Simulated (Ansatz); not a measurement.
# PbF2: 5 runs along one coordinate

System: PbF2 (3 atoms in the cell).
Method: DFT PBE, scalar-relativistic, plane waves, PAW, no spin polarisation (Ansatz 0.2.0).

The 5 runs differ only in the geometry, by a strain of the cell at fixed fractional positions. Against run 3, the strain is εxx = η and εyy = η. The structure derives from an entry of the Crystallography Open Database.

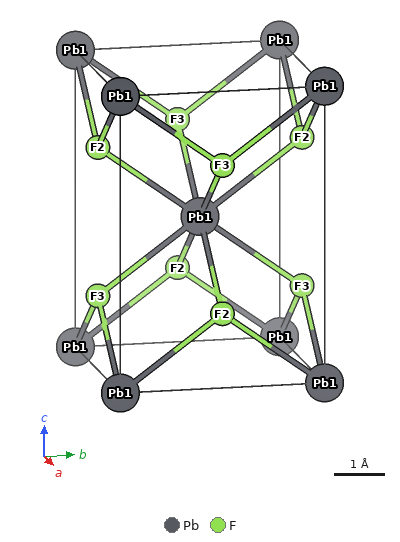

Figure 1. The structure of run 3 (ball-and-stick view of the cell 2 times as large as that of the calculation, set on its symmetry axes, seen slightly off an axis; atoms are numbered from 1 in the order of the input). An atom can appear more than once, as a periodic image.

### Input of run 3
```yaml
crystal:
  lattice:
    - [0.0, 2.96985, 3.0589455]
    - [2.96985, 0.0, 3.0589455]
    - [2.96985, 2.96985, 0.0]
  atoms:
    - { symbol: Pb, position: [0.0, 0.0, 0.0] }
    - { symbol: F, position: [0.25, 0.25, 0.25] }
    - { symbol: F, position: [0.75, 0.75, 0.75] }
basis:
  ecutwfc: 420
kpoints:
  mp_grid: { grid: [8, 8, 8] }
hamiltonian:
  xc: pbe
scf:
  occupations: { method: gaussian, width: 0.05 }
output:
  forces: true
  stress: true
  eigenvalues: true
```

Command:
```bash
ansatz run input.yaml --threads 1 --pin off --max-ram 2560MiB --backend cpu --events-out ev --progress --plain --runs-dir out
```

Lattice vectors (Å) and fractional positions of run 3:
```
   0.000000    2.969850    3.058946
   2.969850    0.000000    3.058946
   2.969850    2.969850    0.000000
Pb  0.000000  0.000000  0.000000
F   0.250000  0.250000  0.250000
F   0.750000  0.750000  0.750000
```

Run 2 differs from it as follows:
```diff
-    - [0.0, 2.96985, 3.0589455]
-    - [2.96985, 0.0, 3.0589455]
-    - [2.96985, 2.96985, 0.0]
+    - [0.0, 2.92530225, 3.0589455]
+    - [2.92530225, 0.0, 3.0589455]
+    - [2.92530225, 2.92530225, 0.0]
```

### Results, with one run withheld

```tsv
run	strain parameter η (%)	free energy per atom, from the lowest run given (meV)	pressure (GPa)	gap on the mesh (eV)
1	−3.0000	20.08	4.66	4.23
2	−1.5000	?	?	?
3	0.0000	0.00	0.05	4.36
4	1.5000	1.66	−1.79	4.39
5	3.0000	10.16	−3.36	4.38
```

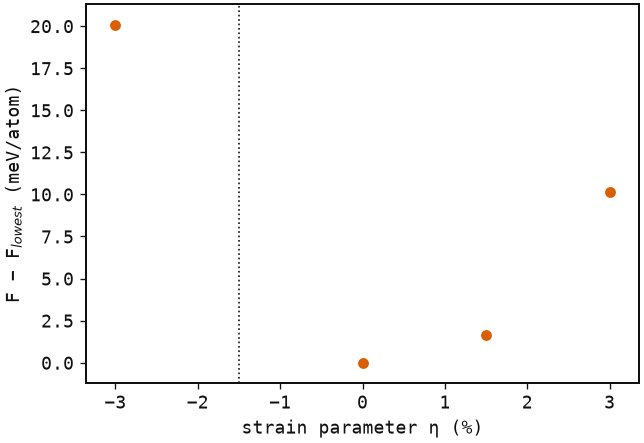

Figure 2. Free energy per atom of the runs given; the dotted line marks run 2.

What should run 2 give?

A quadratic polynomial in the coordinate, fitted to the 4 runs given, misses them by at most 0.21 meV per atom. With x = η − 0.3750, it reads F = −0.22216 − 0.38679 x + 1.6655 x² (meV per atom). At run 2 it gives 6.36 meV per atom, and the run itself gives 5.84. The fit has its minimum at η = 0.4911 %. The fit misses that run by 0.52 meV per atom. The gap on the mesh lies between 4.23 eV (run 1) and 4.39 eV (run 4); run 2 has 4.30 eV. These are gaps of this functional on this mesh, which can miss the band edges; they aren't the measured gap.

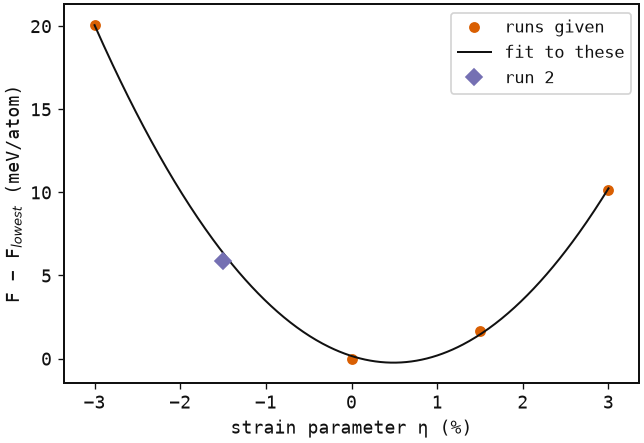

Figure 3. The fit and the withheld run.

### Output, shortened to warnings, some set-up lines, iterations and results (run 2)
```
Basis set: ecut = 420 eV, 1015 PW (Γ), exchange–correlation on 60×60×60 points (8 copies of the dense FFT grid, shifted against one another)
Symmetry: 16 space group operations
k-points: 59 of 512
Initial density: superposition of atomic densities (neutral atoms: chi_scale 0, normalization atom), corrected by the library's trained network
[...]
SCF iter   1: F=—  HF=-13524.689715 eV  |F-HF|=—  |Δ(HF+E_count)|=         —  Δρ=5.08e-4  dr2=5.16e-5  ethr=1.77e-3  ⟨swp⟩=6.0  Hψ=5436  notcnv=0
SCF iter   2: F=—  HF=-13524.688837 eV  |F-HF|=—  |Δ(HF+E_count)|=   8.78e-4  Δρ=4.51e-4  dr2=4.29e-5  ethr=1.84e-7  ⟨swp⟩=3.3  Hψ=2931  notcnv=0
SCF iter   3: F=—  HF=-13524.688861 eV  |F-HF|=—  |Δ(HF+E_count)|=   2.39e-5  Δρ=2.14e-4  dr2=5.14e-6  ethr=1.53e-7  ⟨swp⟩=2.2  Hψ=1500  notcnv=0
SCF iter   4: F=—  HF=-13524.688909 eV  |F-HF|=—  |Δ(HF+E_count)|=   4.78e-5  Δρ=7.56e-5  dr2=1.39e-6  ethr=1.83e-8  ⟨swp⟩=2.0  Hψ=1782  notcnv=0
SCF iter   5: F=—  HF=-13524.688913 eV  |F-HF|=—  |Δ(HF+E_count)|=   3.87e-6  Δρ=3.83e-5  dr2=4.38e-7  ethr=4.95e-9  ⟨swp⟩=2.0  Hψ=1888  notcnv=0
SCF iter   6: F=-13524.688912 eV  HF=-13524.688912 eV  |F-HF|=8.02e-10  |Δ(HF+E_count)|=   1.77e-7  Δρ=5.65e-6  dr2=6.75e-9  ethr=3.57e-10  ⟨swp⟩=3.8  Hψ=4670  notcnv=0
SCF 1 converged in 6 iterations: F = -13524.688912 eV  dr2 = 6.75e-9
SCF converged after 6 iterations
Free energy (F): -13524.688912 eV
Harris-Foulkes:  -13524.688912 eV  (|F-HF|=8.02e-10)
Internal energy: -13524.688912 eV  (E = F + TS)
E sigma→0 (E₀):  -13524.688912 eV
Fermi energy:    7.150836 eV
--- Per-component energies (eV) ---
  E_band       = -124.645955
  E_kinetic    = 698.416621
  E_local      = -2259.451516  (includes V_loc(G=0)·N_el)
  E_nonlocal   = 496.979436
  E_hartree    = 868.117501
  E_xc         = -381.775142
  E_vxc        = -338.311309  (∫ρ·V_xc dr)
  E_paw        = -10801.715180  (= ΣΔE_a)
  E_vpaw       = -458.518259  (= ΣTr[D̂ρ^β])
  E_aug_tail   = 0.004143  (compensation charges beyond the density's cutoff)
  E_ewald      = -2145.264775
  E_smearing   = -0.000000  (= −TS)
  E_closure    = 0.000000  (closes the sum)
  Σ components = -13524.688912   (vs F -13524.688912, Δ=0.00e0)
--- Forces (eV/Å), atoms counted from 1 ---
  atom   1  Pb    -0.00000000     0.00000000    -0.00000000
  atom   2  F      0.00000000     0.00000000     0.00000000
  atom   3  F     -0.00000000     0.00000000     0.00000000
  max |Σ_I F_I| component: 1.39e-17 eV/Å
--- Stress (GPa, compression-positive) ---
        2.984640       0.000000       0.000000
        0.000000       2.984640       0.000000
        0.000000       0.000000       0.595441
  P = ⅓ Tr σ = 2.1882 GPa (21.882 kbar)
```

Notes: Spin–orbit coupling is left out, which matters for Pb.
